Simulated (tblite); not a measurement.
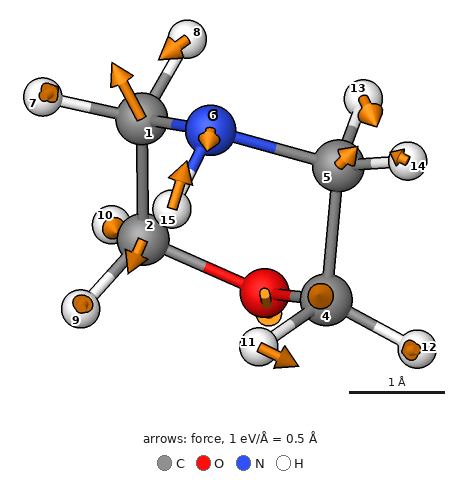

Starting geometry of C4H9NO with the computed forces as orange arrows. A ball-and-stick model, seen at a tilt.

All numbers below come from GFN2-xTB geometry optimisation, gas phase (tblite 0.8.0). 

**Is this structure relaxed? If not, where do the atoms go?**

It isn't relaxed: the largest force vector, on the O atom, is 2.39 eV/Å. The final displacements follow the starting forces only in part (cosine between the two patterns 0.33). The largest moves after the best rigid fit, 0.39 Å, are those of H atoms. Largest moves by element: H 0.39 Å, N 0.13 Å, C 0.12 Å, O 0.11 Å. Near-neighbour distances that change, for instance: C–O 1.365 → 1.412 Å, H–N 1.050 → 1.018 Å, C–H 1.120 → 1.094 Å, C–C 1.509 → 1.534 Å. Bond angles that change, for instance: O–C–H 113.5° → 106.1°, C–C–N 105.0° → 111.8°, C–C–H 104.0° → 109.5°. Groups turn about C–C by about 25°, C–N by about 20°. Over 50 geometry steps the energy falls by 12.4 kcal/mol.
